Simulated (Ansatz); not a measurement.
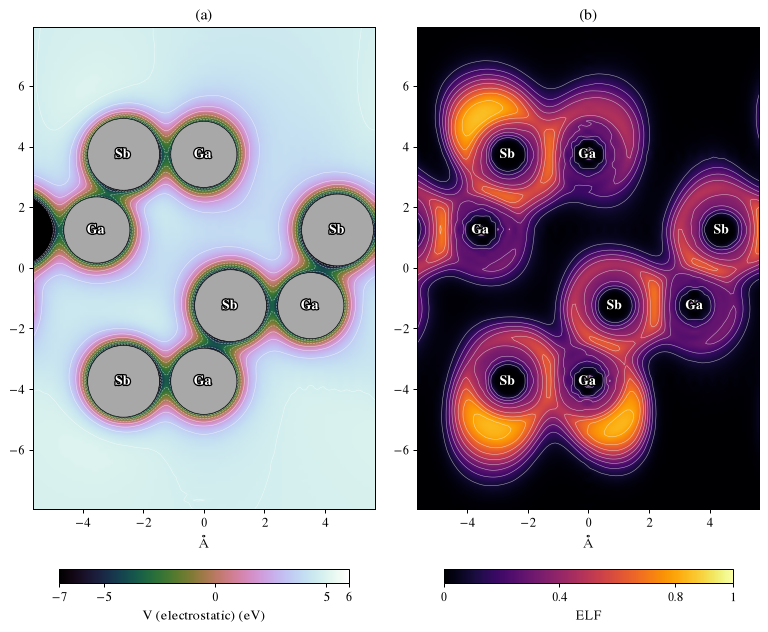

The picture shows: GaSb (slab). (a) electrostatic potential energy of an electron; (b) electron localisation function on the (100) plane of the calculation cell, a cut from vacuum to vacuum. Grey discs cover the atomic cores in the potential map.

Changed on purpose from its base cell (repeats removed: 2); not relaxed (largest force 1.0 eV/Å).

Method: DFT PBEsol, scalar-relativistic, plane waves, PAW in Ansatz 0.2.0.

> Describe what can be read from this map.

The section cuts through Ga and Sb sites. Ga–Sb (2.65 Å): the ELF is about 0.65 at the midpoint. The ELF also peaks beside Sb, away from the bonds: lone-pair regions. The features right at Ga lie inside the PAW spheres, where the map follows smoothed inner orbitals and isn't to be read closely. Outside the cores the potential energy rises away from the atoms and is highest in the vacuum; its zero is arbitrary.
